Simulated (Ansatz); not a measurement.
Consider Ga23N24 (cell charge −3, with a compensating background) (cell with a defect).

```
CELL_PARAMETERS angstrom
6.36000 0.00000 0.00000
-4.77000 8.26188 0.00000
0.00000 0.00000 10.33200
ATOMIC_POSITIONS crystal
Ga 0.16616 0.22168 0.49489
Ga 0.16785 0.55023 0.99759
Ga 0.16669 0.55526 0.50015
Ga 0.17258 0.89905 0.99680
Ga 0.16791 0.88971 0.50063
Ga 0.66218 0.21618 0.99507
Ga 0.66571 0.22055 0.50062
Ga 0.65931 0.55152 0.99723
Ga 0.66669 0.55547 0.49982
Ga 0.67114 0.89464 0.99586
Ga 0.66612 0.88905 0.50046
Ga 0.33142 0.11413 0.24433
Ga 0.33241 0.11346 0.75765
Ga 0.32997 0.43967 0.24470
Ga 0.33073 0.44101 0.75534
Ga 0.33296 0.77773 0.24711
Ga 0.33321 0.77789 0.75437
Ga 0.83967 0.11346 0.24360
Ga 0.83732 0.11282 0.75765
Ga 0.83212 0.44253 0.24693
Ga 0.83317 0.44348 0.75114
Ga 0.83399 0.77832 0.24718
Ga 0.83244 0.77663 0.75242
N 0.16683 0.22228 0.20357
N 0.16607 0.22185 0.68364
N 0.16612 0.55555 0.18861
N 0.16604 0.55600 0.68713
N 0.16695 0.88874 0.18844
N 0.16563 0.88808 0.68776
N 0.66658 0.22179 0.18767
N 0.66768 0.22312 0.68692
N 0.66821 0.55622 0.18827
N 0.66776 0.55511 0.68688
N 0.66510 0.88748 0.18775
N 0.66569 0.88725 0.68778
N 0.33524 0.10935 0.43819
N 0.33762 0.11105 0.93739
N 0.33607 0.44780 0.43833
N 0.34471 0.45842 0.93434
N 0.33241 0.77717 0.43718
N 0.32686 0.77502 0.94123
N 0.82850 0.10872 0.43783
N 0.82423 0.10734 0.93735
N 0.83310 0.44398 0.43683
N 0.83329 0.44417 0.93851
N 0.83402 0.77812 0.43723
N 0.83686 0.77871 0.93963
```

Method: Ansatz, DFT, PBE, plane-wave PAW, default files, scalar-relativistic.

Question: What can the converged valence pseudo-density and electron localisation function tell about the bonding?

Answer: Ga–N (1.86 Å): the density is about 0.94 e/Å³ at the midpoint; the ELF peaks at about 0.80 in the valence shell of N, 0.6 Å from its nucleus, and is about 0.55 at the midpoint.
Ga–N (1.93 Å): ρ at the midpoint is about 0.82 e/Å³; the ELF peaks at about 0.85 in the valence shell of N, 0.7 Å from its nucleus, and is about 0.50 at the midpoint.
Ga–N (1.96 Å): ρ at the midpoint is about 0.72 e/Å³; the ELF peaks at about 0.85 in the valence shell of N, 0.6 Å from its nucleus, and is about 0.50 at the midpoint.

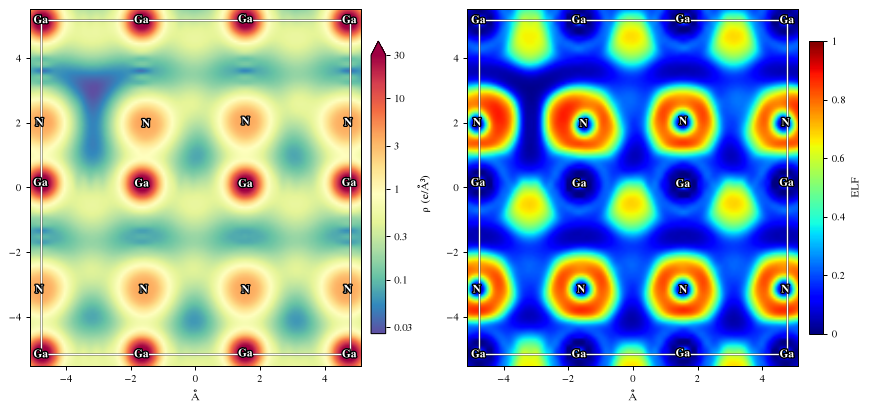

Computed valence pseudo-density and electron localisation function on the (100) plane of the calculation cell, in this order. Atoms just off the plane (Ga, 0.9 Å away and N, 0.9 Å away) can leave unmarked features too.

In a PAW calculation such maps are meaningful between the atoms, not at the nuclei.
